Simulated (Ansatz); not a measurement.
```
CELL_PARAMETERS angstrom
0.00000 0.00000 -3.81673
0.00000 -6.48700 0.00000
-6.71809 0.00000 0.00000
ATOMIC_POSITIONS crystal
Si 0.00000 0.82116 0.82116
Si 0.50000 0.32116 0.32116
Si 0.50000 0.67884 0.67884
Si 0.00000 0.17884 0.17884
Si 0.50000 0.32116 0.67884
Si 0.00000 0.82116 0.17884
Si 0.50000 0.67884 0.32116
Si 0.00000 0.17884 0.82116
```

Space group Immm; a structure from a database of computed crystals, not necessarily the ambient phase; changed on purpose from its base cell (strain +0.0175 x Voigt [1, -1, 0, 0, 0, 0], atoms carried along); not relaxed (largest force 0.4 eV/Å).

The calculation used DFT LDA, scalar-relativistic, plane waves, PAW in Ansatz 0.2.0.

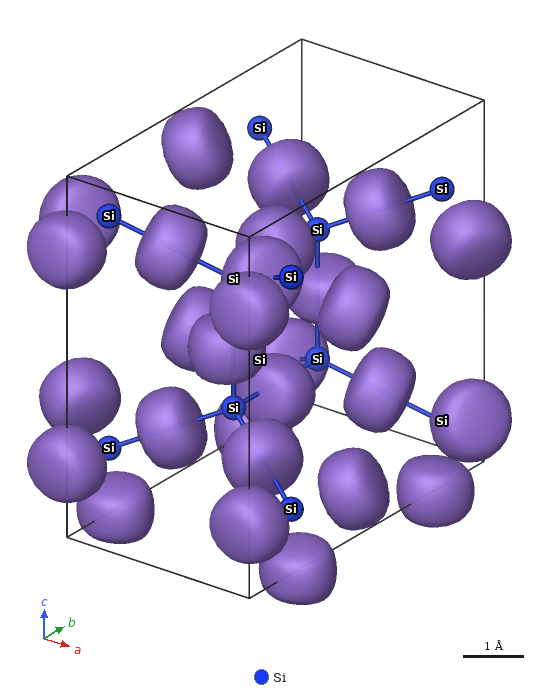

Si. Isosurface of the ELF at 0.8 (purple), seen at an oblique angle. Core shells and regions of very low density are left out. Sticks mark near contacts.

In a PAW calculation such maps are meaningful between the atoms, not at the nuclei.

### Identify the bonds, lone pairs and shells in this picture.

The surface consists of 16 regions between bonded Si–Si atoms (shared pairs), counted in one cell of 8 atoms. Regions shared between cells count once.

Values along the shortest contacts:
Si–Si (2.32 Å): the ELF peaks at about 0.95 between the atoms (localised, covalent bonding). Si–Si (2.40 Å): the ELF peaks at about 0.95 between the atoms: a shared electron pair.
